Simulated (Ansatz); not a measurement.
# From HSE06 to G0W0: CdWO4 (P2/c)

Wanted: the gap of CdWO4 (P2/c) with a many-body correction, and the time that it takes.

Method: HSE06, then G0W0 on it, plane waves, PAW, in Ansatz 0.2.0.

**Experimental background.**

- Gap 4.15 eV: direct gap from absorption edge with Urbach fit; optical absorption; 300 K; bulk crystal (thin cleaved platelet of Czochralski crystal, 10-30 um thick) (“Optical absorption of divalent metal tungstates: Correlation between the band-gap energy and the cation ionic radius”, 2008, arxiv:0807.2115).

This is a report of a sequence of runs, with most program output left out.

In doubt: masses and optical values from hybrid runs of this build are listed as unsure (step 3), which bears on the screening that GW takes from such a start.

## Step 1: The starting structure

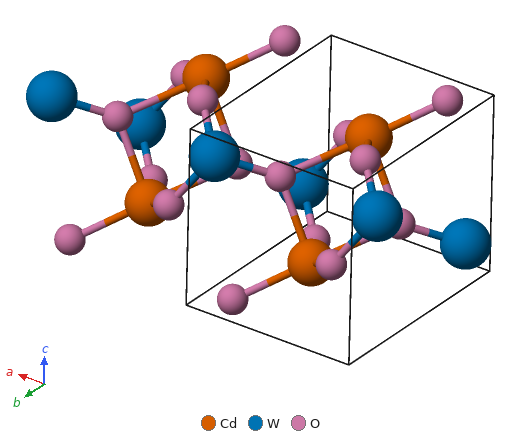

The cell as given, from a free direction (cadmium orange, tungsten blue, oxygen pink). 2×1×1 cells are drawn. Some periodic images of atoms are drawn too.

The cell and positions come from the Crystallography Open Database and are kept as given unless a step says otherwise. Spin-orbit coupling is left out unless a step names it. The default PAW set here is soft_2. Its files were made with PBE.

## Step 2: HSE06 levels on the mesh and at listed points

HSE06 mixes in a quarter of exact exchange at short range.

This step: DFT, HSE06, plane waves, PAW.

File input.yaml:

```yaml
crystal:
  lattice:
    - [5.04, 0.0, 0.0]
    - [0.0, 5.8701, 0.0]
    - [-0.1309573182, 0.0, 5.0824131071]
  atoms:
    - { symbol: Cd, position: [0.5, 0.69729, 0.25] }
    - { symbol: Cd, position: [0.5, 0.30271, 0.75] }
    - { symbol: W, position: [0.0, 0.17855, 0.25] }
    - { symbol: W, position: [0.0, 0.82145, 0.75] }
    - { symbol: O, position: [0.2018, 0.0955, 0.9504] }
    - { symbol: O, position: [0.7982, 0.0955, 0.5496] }
    - { symbol: O, position: [0.7982, 0.9045, 0.0496] }
    - { symbol: O, position: [0.2018, 0.9045, 0.4504] }
    - { symbol: O, position: [0.242, 0.3703, 0.3839] }
    - { symbol: O, position: [0.758, 0.3703, 0.1161] }
    - { symbol: O, position: [0.758, 0.6297, 0.6161] }
    - { symbol: O, position: [0.242, 0.6297, 0.8839] }
kpoints:
  mp_grid: { grid: [4, 4, 4] }
  band_path:
    path:
      - [0.0, 0.0, 0.0]
      - [0.0, 0.5, 0.0]
      - [0.0, 0.5, 0.5]
      - [0.0, 0.0, 0.5]
      - [-0.5, 0.0, 0.5]
      - [-0.5, 0.5, 0.5]
      - [-0.5, 0.5, 0.0]
      - [-0.5, 0.0, 0.0]
      - [0.1666666667, -0.5, -0.5]
      - [0.0, -0.5, 0.1666666667]
    npoints: 1
hamiltonian:
  xc: hse06
scf:
  occupations: { method: fixed }
  n_extra_bands: 8
output:
  eigenvalues: true
```

Command:

```bash
> ansatz run input.yaml --threads 24 --pin off --max-ram 82944MiB --backend cuda --events-out ev --progress --plain --runs-dir out --devices 1 --max-vram 78GiB
```

Run time: 18 s. Hardware: 1 × NVIDIA GB200 (shared by 2 runs) with 24 threads of Arm Neoverse V2, shared host; peak memory 2 GiB.

This step gave:

- gap: 4.494 eV
- valence top at: k = (0.000, 0.250, 0.250)
- conduction bottom at: k = (0.000, -0.500, 0.167)
- least direct gap: 4.529 eV
- exact-exchange fraction: 0.25

Over mesh and listed points the gap is 4.494 eV, from k = (0.000, 0.250, 0.250) to k = (0.000, -0.500, 0.167). The least direct gap found is 4.529 eV, at k = (0.000, 0.500, 0.000). On the 4×4×4 mesh alone the same run gives 4.509 eV, so that mesh misses an edge of HSE06: 4.509 − 4.494 = +0.015 eV.

## Step 3: G0W0 on the 4×2×4 mesh

G0W0 replaces the xc potential by a self-energy built once from the orbitals of the start. Levels are corrected in the window of bands that the input names, at points of the mesh.

This step: G0W0 on HSE06, plane waves, PAW.

input.yaml, the sections that differ from step 2:

```yaml
kpoints:
  mp_grid: { grid: [4, 2, 4] }
scf:
  occupations: { method: fixed }
gw:
  n_empty_bands: 321
  ecut_chi: 96
  qp_bands: [v4, c4]
  qp_kpoints: band_edges
  screening: { model: contour_deformation }
# crystal, hamiltonian: as in step 2
# output: removed
```

It took 35 s on 1 × NVIDIA GB200 (shared by 2 runs) with 24 threads; peak memory 2.6 GiB; 1.8 min of CPU time.

Numbers from this step:

| Quantity | Value |
| --- | --- |
| bands summed | 379 |
| RPA ε∞ on this mesh (eigenvalues) | 3.631, 3.801, 3.986 |
| plane waves in the screening matrix | 313 |
| q-points in the mesh | 32 |
| G0W0 gap over the corrected points | 4.979 eV |
| k of the valence top | 0, -0.5, 0 |
| k of the conduction bottom | 0, -0.5, 0 |
| starting gap on the mesh | 4.529 eV |
| Z at the valence top | 0.7880 |
| Z at the conduction bottom | 0.8210 |
| least direct G0W0 gap over the corrected points | 4.979 eV |

Over all 20 irreducible mesh points the G0W0 gap is 4.979 eV, direct, at k = (0.000, -0.500, 0.000). The HSE06 gap of this run on the mesh is 4.529 eV. The two states that bound the G0W0 gap lie that far apart at the start, so the correction of the gap is 4.979 − 4.529 = +0.450 eV. The start of this run differs from the step before in mesh (4×4×4 and 4×2×4).

Labels follow the order of the start: v1 is the top filled band, c1 the lowest empty one; levels that stay degenerate share a row, the window can cut a multiplet, doubted levels are not marked in this list, bands outside the window were not corrected, and the list may be a part of the corrected levels. The levels before and after the correction (eV, zero at the valence-band top of each column):

```
       conduction bottom  valence top
HSE06               4.53         0.00
 G0W0               4.98         0.00
```

```
               level  occupation  energy (eV)
HSE06  (0 -0.5 0) v4           2       -0.867
HSE06  (0 -0.5 0) v3           2       -0.735
HSE06  (0 -0.5 0) v2           2       -0.625
HSE06  (0 -0.5 0) v1           2        0.000
HSE06  (0 -0.5 0) c1           0        4.529
HSE06  (0 -0.5 0) c2           0        5.393
HSE06  (0 -0.5 0) c3           0        5.478
HSE06  (0 -0.5 0) c4           0        5.743
 G0W0  (0 -0.5 0) v4           2       -0.968
 G0W0  (0 -0.5 0) v3           2       -0.845
 G0W0  (0 -0.5 0) v2           2       -0.689
 G0W0  (0 -0.5 0) v1           2        0.000
 G0W0  (0 -0.5 0) c1           0        4.979
 G0W0  (0 -0.5 0) c2           0        6.004
 G0W0  (0 -0.5 0) c3           0        5.914
 G0W0  (0 -0.5 0) c4           0        6.374
```

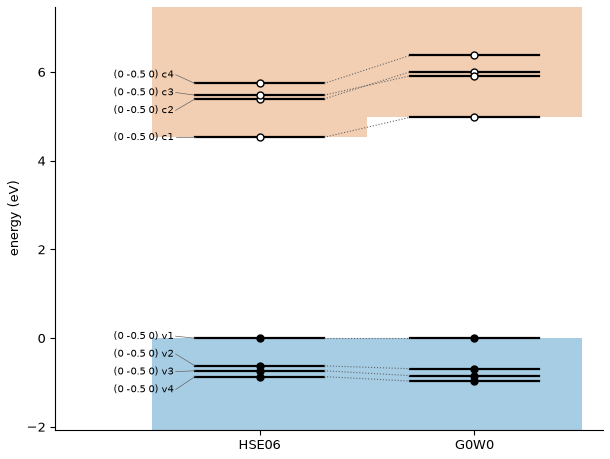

Levels before and after the correction. Shaded: valence and conduction bands. Filled marks are occupied levels, open marks empty ones.

The parts of the quasiparticle energy for the two states that bound the G0W0 gap, in eV on the run's own scale (QP = start + Σx + Σc − Vxc, with Σc at the quasiparticle energy):

```
             edge                       k  band   start       Σx      Σc      Vxc      Z      QP
      valence top  (0.000, -0.500, 0.000)    58   8.022  −27.570   4.237  −23.662  0.788   8.351
conduction bottom  (0.000, -0.500, 0.000)    59  12.551  −14.793  −4.145  −19.718  0.821  13.330
```

For a hybrid start, Vxc holds its share of exact exchange.

## Step 4: Side by side

Each gap is the least one over the points named; times are wall times on shared hosts, not benchmarks. A G0W0 time includes the run's own self-consistent start. Runs with listed points see these and the mesh alone, so an edge that moves elsewhere is missed.

```
     level   mesh       files, cutoff  bands summed, screening                          points  gap (eV)             valence top       conduction bottom  least direct gap (eV)  time
     HSE06  4×4×4  soft_2 PAW, 420 eV                        -          mesh and listed points     4.494   (0.000, 0.250, 0.250)  (0.000, -0.500, 0.167)                  4.529  18 s
G0W0@HSE06  4×2×4  soft_2 PAW, 420 eV               379, 96 eV  all 20 irreducible mesh points     4.979  (0.000, -0.500, 0.000)  (0.000, -0.500, 0.000)                  4.979  35 s
```

Computed less measured, in eV, for the reports listed at the start; nothing is added to the computed values:

```
            row  computed (eV)  4.15 eV (2008)
     HSE06, gap          4.494          +0.344
G0W0@HSE06, gap          4.979          +0.829
```

## Step 5: Outcome

```
HSE06 gap over mesh and listed points              : 4.494 eV, from k = (0.000, 0.250, 0.250) to k = (0.000, -0.500, 0.167)
G0W0@HSE06 gap over all 20 irreducible mesh points : 4.979 eV, direct, at k = (0.000, -0.500, 0.000)
GW settings                                        : 4×2×4 mesh, 321 empty bands, screening to 96 eV
known limits                                       : finite bands, screening cutoff and k mesh; no spin-orbit coupling in G0W0; d shells not analysed
```

What this shows: Over all 20 irreducible mesh points the G0W0 gap is 4.979 eV, direct, at k = (0.000, -0.500, 0.000). The HSE06 gap of this run on the mesh is 4.529 eV. The two states that bound the G0W0 gap lie that far apart at the start, so the correction of the gap is 4.979 − 4.529 = +0.450 eV. The valence state moves by 8.351 − 8.022 = +0.329 eV and the conduction state by 13.330 − 12.551 = +0.779 eV, on the run's own scale; how far single levels stand from their limit in bands is not shown. Over mesh and listed points, HSE06 puts the valence top at k = (0.000, 0.250, 0.250) and conduction bottom at k = (0.000, -0.500, 0.167), where no G0W0 correction was computed. The G0W0 gap over the whole zone is therefore not known from this run; at its settings it can only be equal to or under the 4.979 eV found, and no correction is carried over from another point. For the start itself the gap is 4.494 eV over mesh and listed points and 4.529 eV on the mesh of the G0W0 run, in runs that differ in mesh (4×4×4 and 4×2×4). No second run with other bands and screening cutoff is shown, so the distance to the basis limit is not known. On another start, G0W0@LDA runs of this series (4×2×4 mesh, soft_2 PAW; not shown as steps) give 4.657 eV with 171 bands and 48 eV, 4.449 eV with 379 bands and 96 eV and 4.491 eV with 749 bands and 160 eV. G0W0 on other starts in this series, not shown as steps and not all at these settings: 4.449 eV on LDA (4×2×4, soft_2 PAW, 379 bands, 96 eV). Two runs of this series at another level, not shown as steps, test spin-orbit coupling. LDA+SOC against LDA: 2.933 − 2.953 = −0.020 eV, with the same mesh, set of files (read in its fully relativistic form for the spin-orbit run) and cutoff, and both edges at the same k points. The spin-orbit run sees mesh and listed points alone, so its gap is an upper bound: the coupling can move an edge off these points, and the change over the zone, its sign included where it is small, is not known. What spin-orbit coupling does to the G0W0 levels was not computed, so no sum with the G0W0 gap is formed. Against experiment, G0W0@HSE06 at 4.979 eV lies +0.829 eV from 4.15 eV (2008). The differences hold parts that these runs do not separate: finite bands, cutoffs and mesh, points of the zone that were not corrected, the start of G0W0, spin-orbit coupling missing from it, static nuclei, no electron-hole attraction, and what each experiment reads as the gap. How much each gives is not known from the steps shown. The G0W0 runs are scalar-relativistic. One-shot GW is known to converge slowly in bands for compounds with shallow d shells. The cell holds Cd; the filling of the d shell and its place against the gap were not analysed here. No pair of G0W0 runs that differ in the mesh alone is shown (4×2×4 is a supercell whose nearest images lie 12 Å apart), so the error from the mesh is not known here. G0W0 is shown with one set of atomic data (soft_2 PAW), so the error from the files is not known here.

[Paths, hosts, dates, memory and timing lines, banners, echoed tables and standing remarks are left out of the program output.]

[Logs are printed without paths, hosts, clocks, repeated set-up lines and the standing remarks that a program may print on its own settings, such as how far it seeks lower states.]

[Runs of the session that timed out or met a known fault of the program may be left out.]

[Cells called generated may have been cut or substituted from an entry of the Crystallography Open Database or the Materials Project.]

[Hosts, paths, dates, database ids (printed as entryN), source tags and the programs' standing remarks are cut or masked in the printed files.]

[Where an RPA ε∞ is given, it is that of the G0W0 mesh and is not shown converged in it. Names of k-points follow the symmetry that the program found, which can be lower than the space group named. Band edges on a path are those of the sampled points; other points can move an edge, and change direct to indirect where valleys lie close.]

[Hybrid gaps are those of their k-mesh and are not shown converged in it.]
